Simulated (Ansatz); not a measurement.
**Run report: B$_{24}$HN$_{23}$, single-point calculation (part 2 of 2)**

Continued. System: B$_{24}$HN$_{23}$ (defect cell, 48 atoms in the cell). Method: DFT PBE, scalar-relativistic, plane waves, PAW, spin-polarised (Ansatz 0.2.0); cutoff 420 eV, 2×2×2 k-mesh, Gaussian smearing of 0.05 eV, collinear spins. The structure derives from an entry of the Crystallography Open Database.

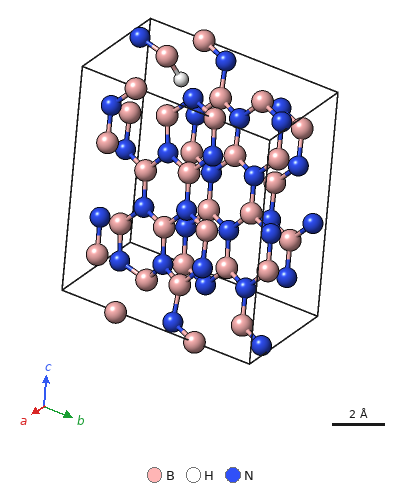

*The input geometry (ball-and-stick view of the cell of the calculation, seen slightly off an axis). An atom can appear more than once, as a periodic image.*

## Output, continued
```
--- Forces (eV/Å), atoms counted from 1 ---
  atom   1  B     -0.00072452    -0.00510904    -0.00365665
  atom   2  B     -0.00100451     0.00046986     0.00513736
  atom   3  B     -0.00538759     0.00033464     0.00328859
  atom   4  B      0.00415483    -0.00183677    -0.01691342
  atom   5  B      0.00105318     0.00068222     0.00718281
  atom   6  B      0.00265903     0.00615239     0.00163899
  atom   7  B      0.00164055     0.00317561    -0.00463547
  atom   8  B      0.00235921    -0.00054445    -0.00201139
  atom   9  B     -0.00432438    -0.00110464    -0.00717172
  atom  10  B      0.00053361    -0.00016862     0.00124657
  atom  11  B      0.00497641    -0.00672364    -0.01864442
  atom  12  B      0.00063865     0.00083640    -0.01014460
  atom  13  B     -0.00342058    -0.01721987    -0.01202848
  atom  14  B      0.00146012    -0.00039401    -0.00671476
  atom  15  B     -0.02151031    -0.00258114     0.00742325
  atom  16  B      0.00352336    -0.00558554     0.00583582
  atom  17  B      0.00137850    -0.00432092    -0.00434812
  atom  18  B      0.00631346     0.00896079    -0.00559345
  atom  19  B      0.00227752     0.00764362     0.00211334
  atom  20  B     -0.00130201     0.00416168    -0.00485615
  atom  21  B      0.01123348    -0.00263869     0.00448993
  atom  22  B     -0.00369010    -0.00326059    -0.00934753
  atom  23  B      0.00115546     0.00183444     0.00453845
  atom  24  B     -0.00841750    -0.00318556     0.02331337
  atom  25  H     -0.00697193    -0.00358680     0.00145739
  atom  26  N     -0.00147733     0.00322887    -0.00093766
  atom  27  N      0.00196660     0.00424073     0.00142728
  atom  28  N     -0.00284048    -0.00077885     0.00609831
  atom  29  N     -0.00252124    -0.00139871    -0.00102152
  atom  30  N      0.00318937     0.00289135    -0.00128501
  atom  31  N     -0.00283888    -0.00499272    -0.00135599
  atom  32  N      0.00112739    -0.00100534     0.00570723
  atom  33  N      0.00013152    -0.00164698     0.00103410
  atom  34  N      0.01372890    -0.00073985    -0.01109192
  atom  35  N      0.00189711     0.00722689     0.00131543
  atom  36  N      0.00063996     0.01013919    -0.00985559
  atom  37  N     -0.00093235     0.00269293     0.01019125
  atom  38  N      0.00057588     0.00022519    -0.00352869
  atom  39  N      0.00154094    -0.00015977     0.00322486
  atom  40  N      0.00446508     0.00648134     0.00387536
  atom  41  N      0.00093167    -0.00067447    -0.00269903
  atom  42  N     -0.00167716    -0.00058443     0.00599609
  atom  43  N     -0.00058961     0.00089232     0.00262224
  atom  44  N     -0.00164622    -0.00219466     0.00156611
  atom  45  N      0.00006213    -0.00086025     0.00661307
  atom  46  N     -0.00469708     0.00198714     0.00370818
  atom  47  N     -0.00087057    -0.00029300     0.01216242
  atom  48  N      0.00122742    -0.00067009     0.00463524
  max |Σ_I F_I| component: 3.04e-6 eV/Å
--- Band table (eV; the first three rows and the last of 16) ---
  k-point 0 ↑: bands = ["-13.1203", "-12.7850", "-11.6315", "-11.6048", "-11.5259", "-11.5239", "-11.5090", "-11.4989", "-11.4925", "-11.4838", "-11.4414", "-11.3992", "-11.2673", "-10.7123", "-9.9577", "-9.9199", "-9.9177", "-9.9069", "-9.8332", "-9.5477", "-9.3326", "-9.3310", "-9.2628", "-4.2467", "-4.2396", "-4.2371", "-4.2143", "-4.0258", "-4.0007", "-3.2936", "-3.2755", "-3.0880", "-2.8896", "-2.7169", "-2.4898", "-2.4655", "-2.3949", "-2.2534", "-1.5589", "-0.8727", "-0.8717", "-0.8517", "-0.8474", "-0.8400", "-0.8388", "-0.8214", "-0.8054", "-0.7912", "-0.4557", "-0.3618", "0.3199", "0.3890", "0.4721", "0.5333", "0.5374", "0.5395", "0.5824", "0.6322", "0.6568", "0.7187", "0.7469", "0.7485", "0.7532", "0.7603", "0.7695", "0.7861", "0.8085", "0.8665", "1.0005", "1.1398", "1.3296", "1.3738", "1.4232", "1.5052", "1.5554", "1.6337", "1.7540", "2.3820", "2.4991", "2.7311", "2.8347", "2.8649", "3.3316", "3.3571", "3.3717", "3.6861", "3.7255", "3.7962", "4.0543", "4.2716", "4.5428", "4.5467", "4.6416", "5.0094", "8.4967", "9.0052", "9.2446", "9.3692", "9.3877", "9.4112", "9.4296", "9.5892", "9.6966", "10.0203", "10.3166", "10.6049", "10.7381", "12.0450", "12.3567", "12.4631", "12.4891", "12.6138"]
  k-point 1 ↑: bands = ["-12.7711", "-12.6842", "-12.4828", "-12.2965", "-11.8773", "-11.8663", "-11.7993", "-11.6100", "-10.6296", "-10.5898", "-10.5852", "-10.5812", "-10.5721", "-10.5347", "-10.4630", "-10.2506", "-10.0906", "-10.0400", "-9.9310", "-9.8081", "-9.6869", "-9.6667", "-9.6270", "-3.9699", "-3.9304", "-3.9000", "-3.8040", "-3.5937", "-2.9856", "-2.9662", "-2.9601", "-2.9520", "-2.9492", "-2.9447", "-2.9280", "-2.9003", "-2.8932", "-2.5956", "-2.1664", "-1.4158", "-1.2187", "-1.2026", "-1.1498", "-1.0655", "-0.9910", "-0.9300", "-0.8297", "-0.8045", "-0.7125", "-0.4431", "-0.4311", "-0.1765", "-0.1195", "0.2629", "0.4646", "0.4698", "0.4718", "0.4812", "0.5075", "0.6658", "0.8330", "0.8849", "0.9718", "1.0313", "1.1545", "1.2146", "1.4787", "1.6810", "1.7258", "1.7278", "1.8117", "1.8638", "1.8712", "1.9016", "2.2217", "2.5130", "2.5683", "2.5868", "2.6443", "2.6796", "2.6862", "2.7326", "2.8334", "2.8827", "2.9137", "2.9290", "3.0225", "3.4576", "3.6770", "3.8862", "4.2222", "4.3527", "4.4565", "4.9560", "8.6359", "9.1958", "9.3393", "9.8421", "10.0061", "10.1560", "10.2424", "10.3638", "10.4375", "10.6652", "10.7483", "10.7815", "10.8662", "10.8806", "10.9143", "10.9533", "11.0473", "11.0885"]
  k-point 2 ↑: bands = ["-12.7034", "-12.6715", "-12.4692", "-12.4304", "-11.9680", "-11.8843", "-11.7861", "-11.3980", "-10.6721", "-10.6532", "-10.6061", "-10.5887", "-10.5276", "-10.5174", "-10.4418", "-10.3251", "-10.0968", "-10.0385", "-9.9952", "-9.7493", "-9.6836", "-9.6650", "-9.5653", "-3.9446", "-3.9315", "-3.8507", "-3.8120", "-3.6556", "-2.9832", "-2.9628", "-2.9587", "-2.9546", "-2.9458", "-2.9355", "-2.9323", "-2.9288", "-2.8839", "-2.7465", "-1.9495", "-1.3729", "-1.2768", "-1.2035", "-1.1900", "-1.0225", "-0.8842", "-0.8152", "-0.8048", "-0.7642", "-0.5873", "-0.4341", "-0.4190", "-0.3245", "-0.1189", "0.2539", "0.3666", "0.4507", "0.4714", "0.4729", "0.4756", "0.5024", "0.5910", "0.6627", "0.8059", "0.9121", "1.1596", "1.5013", "1.5669", "1.6941", "1.7313", "1.7375", "1.8026", "1.8737", "1.8769", "1.9314", "2.0241", "2.2544", "2.2839", "2.4455", "2.5743", "2.5814", "2.6273", "2.7751", "3.1190", "3.1373", "3.3026", "3.3410", "3.3786", "3.5650", "3.7714", "3.8788", "4.0189", "4.2269", "4.4858", "4.9872", "8.2681", "9.0356", "9.4383", "9.7972", "10.0259", "10.2181", "10.2650", "10.4355", "10.5126", "10.5369", "10.6646", "10.7426", "10.8295", "10.8965", "11.1158", "11.2134", "11.3905", "11.5226"]
  k-point 7 ↓: bands = ["-12.6547", "-12.6257", "-12.6111", "-12.3640", "-11.9687", "-11.9044", "-11.7006", "-11.5632", "-10.6955", "-10.6539", "-10.6339", "-10.5941", "-10.5071", "-10.4613", "-10.4111", "-10.2264", "-10.0445", "-10.0421", "-9.9794", "-9.8125", "-9.6762", "-9.6686", "-9.6392", "-3.9528", "-3.9227", "-3.9126", "-3.8281", "-3.5958", "-2.9955", "-2.9809", "-2.9666", "-2.9607", "-2.9454", "-2.9407", "-2.9231", "-2.8923", "-2.8660", "-2.5800", "-2.1475", "-1.3612", "-1.2126", "-1.2032", "-1.1650", "-1.0121", "-0.8245", "-0.8046", "-0.7503", "-0.4791", "-0.4165", "-0.3856", "-0.2248", "-0.1805", "-0.1271", "-0.0257", "0.0563", "0.0677", "0.2295", "0.2904", "0.4689", "0.4755", "0.4846", "0.4866", "0.6436", "0.9128", "1.2017", "1.5774", "1.7176", "1.7219", "1.7966", "1.8627", "1.8736", "1.8898", "1.9191", "1.9841", "2.0224", "2.0697", "2.1082", "2.2566", "2.5824", "2.5839", "2.6043", "2.7751", "3.4502", "3.4671", "3.5226", "3.5557", "3.6045", "3.6342", "3.6923", "3.9214", "4.0752", "4.1149", "4.1476", "4.8945", "8.7259", "9.2922", "9.4113", "9.4498", "9.5184", "10.1643", "10.2965", "10.3103", "10.3718", "10.4453", "10.5241", "10.5605", "10.7532", "10.9332", "11.3783", "11.5011", "11.6464", "11.8540"]
--- Löwdin populations: 48 sites ---
  site symbol       q [e]    m [muB]
     0      B      2.6032    -0.0000
     1      B      2.6097    -0.0000
     2      B      2.6023    -0.0000
     3      B      2.6058    -0.0000
     4      B      2.6044    -0.0000
     5      B      2.6055    -0.0000
     6      B      2.6046    -0.0000
     7      B      2.6070    -0.0000
     8      B      2.6056    -0.0000
     9      B      2.6028    -0.0000
    10      B      2.6030    -0.0000
    11      B      2.6031    -0.0000
    12      B      2.7579    -0.0000
    13      B      2.5992     0.0000
    14      B      2.7589    -0.0000
    15      B      2.6077     0.0000
    16      B      2.6008     0.0000
    17      B      2.5957     0.0000
    18      B      2.6026     0.0000
    19      B      2.6084     0.0000
    20      B      2.6024     0.0000
    21      B      2.5996     0.0000
    22      B      2.5975     0.0000
    23      B      2.7803    -0.0000
    24      H      0.9701    -0.0000
    25      N      5.3352    -0.0000
    26      N      5.3295     0.0000
    27      N      5.3262     0.0000
    28      N      5.3395    -0.0000
    29      N      5.3259     0.0000
    30      N      5.3400    -0.0000
    31      N      5.3352    -0.0000
    32      N      5.3390    -0.0000
    33      N      5.3302     0.0000
    34      N      5.3294     0.0000
    35      N      5.3303     0.0000
    36      N      5.3355     0.0000
    37      N      5.3373     0.0000
    38      N      5.3366     0.0000
    39      N      5.3376     0.0000
    40      N      5.3386     0.0000
    41      N      5.3378     0.0000
    42      N      5.3387     0.0000
    43      N      5.3379     0.0000
    44      N      5.3379     0.0000
    45      N      5.3378     0.0000
    46      N      5.3362     0.0000
    47      N      5.3372     0.0000
  spilling = 0.007194 (of n_electrons = 188.000000)
--- Band densities, each state counted as filled ---
  window                                       electrons  max residual (eV)  cut levels
  e_range: [-2.21, -1.6]             2.125000 + 2.125000             2.6e-6           0
  e_range: [1.6, 2.21]               1.000000 + 1.000000             4.1e-4           0
  e_range: [-1.8, -1.58]             1.000000 + 1.000000             2.6e-6           0
```

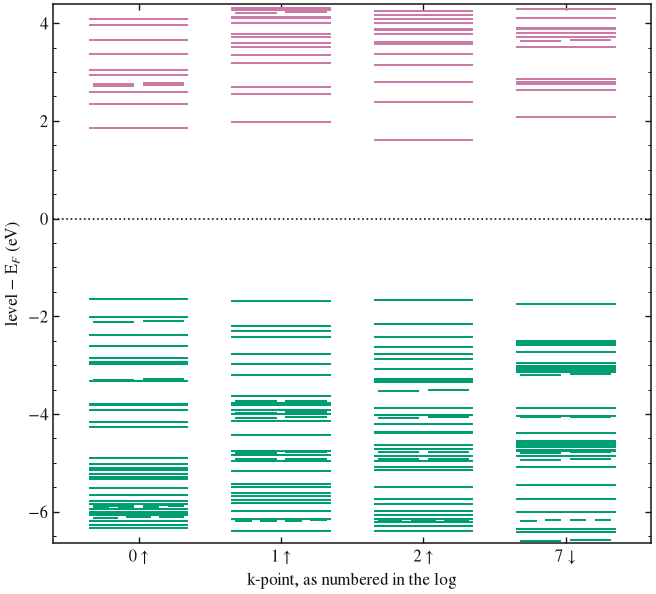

*Kohn–Sham levels near the Fermi level (dotted) at the few k-points that the log prints; levels within 0.02 eV of each other stand side by side.*

Among these points the highest filled and lowest empty levels are 3.26 eV apart; the gap on the full mesh, 3.23 eV, has an edge at a point that isn't printed.

## Results in brief

```csv
quantity,value
outcome,converged
electrons treated,188
free energy,−12643.1783 eV
Fermi energy,6.654 eV
gap on the k-point mesh,3.23 eV
net moment of the cell,0.00 μB
integrated absolute moment,0.00 μB
largest force (length of the vector),0.025 eV/Å
wall time,16 s (CPU time 64 s)
peak memory,1.7 GiB
```

Warnings of the run: the state was not tested for a lower one.
